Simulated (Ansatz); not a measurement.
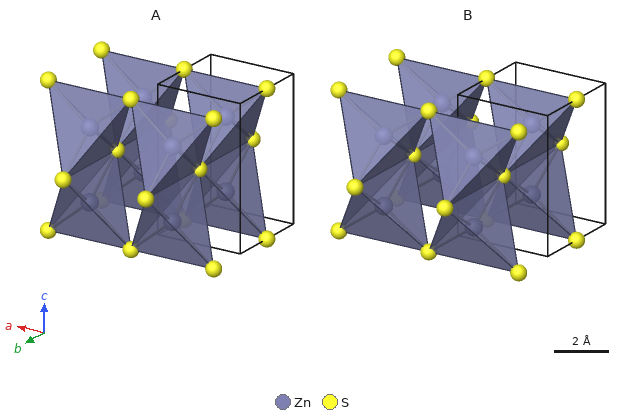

Two geometries of crystalline ZnS (a generated structure, set up in P4_2/mmc) (coarse preliminary run), drawn at one scale. One is the start of a relaxation, the other its converged end. A polyhedral model of the cell of the calculation, repeated 2 × 2 × 1 with one cell outlined, seen from a free direction.

These are results of DFT PBE, scalar-relativistic, plane waves, PAW (Ansatz 0.2.0), not measurements. Settings: plane-wave cutoff 420 eV; k-point mesh 4 × 4 × 4; occupations gaussian; smearing width 0.1 eV; no spin polarisation; cell and atoms relaxed; force threshold 0.04 eV/Å; at most 70 steps.

**Which geometry has the lower energy?**

Structure A is the relaxed one. No atom moves by more than 0.005 Å relative to the cell. The drawn cell changes as follows: a = b 3.998 → 3.677 Å (−8.0 %), c 5.653 → 6.033 Å (+6.7 %); the volume changes by −9.7 %. Some distances before and after: S–Zn 2.448 → 2.378 Å. Bond angles that change, for instance: S–Zn–S 109.5° → 101.3°, Zn–S–Zn 109.5° → 101.3°, Zn–S–Zn 70.5° → 78.7°. The space group stays P4_2/mmc (No. 131). The energy falls by 88.0 meV per atom in 3 accepted moves (4 points after the start). All forces vanish by symmetry, so only the cell relaxes. Pressure: −4.31 GPa at the start and −0.07 GPa at the end. At 1 point the geometry stayed and the basis and grid were re-selected for the new cell (energy shift of 0.6 meV per atom at most each time).

Limits of the set-up: the k-point mesh is coarse for a cell with partly filled bands.
